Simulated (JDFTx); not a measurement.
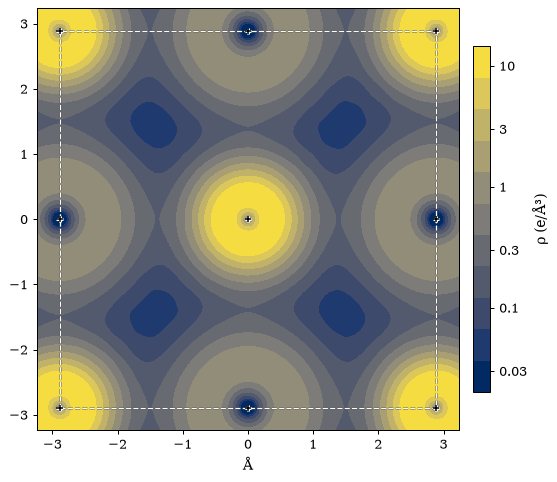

The valence pseudo-density on a plane through atoms (crosses mark nuclei in the plane).

These are results of JDFTx 1.7.0 (patched build), Kohn-Sham DFT of a periodic cell, PBEsol, PseudoDojo-SR-PBEsol-0.4.1-standard, not measurements.

Candidates:
A. Si, a = 3.83 Å, b = 3.83 Å, c = 6.33 Å, α = 90.00°, β = 90.00°, γ = 120.00°. Space group P6₃/mmc; a structure from a database of computed crystals, not necessarily the ambient phase.
B. BaTiO₃, a = 4.08 Å, b = 4.08 Å, c = 4.08 Å, α = 90.00°, β = 90.00°, γ = 90.00°. Space group Pm-3m; computed pressure about −12 GPa in this cell.
C. AgBr, a = 5.78 Å, b = 5.78 Å, c = 5.78 Å, α = 90.00°, β = 90.00°, γ = 90.00°. Space group Fm-3m; computed pressure about −3 GPa in this cell.

Question: Which system is this?

Answer: Candidate C: AgBr on the (010) plane of the conventional cell, which holds Ag and Br. Ag–Br (2.89 Å): ρ is about 0.22 e/Å³ halfway.
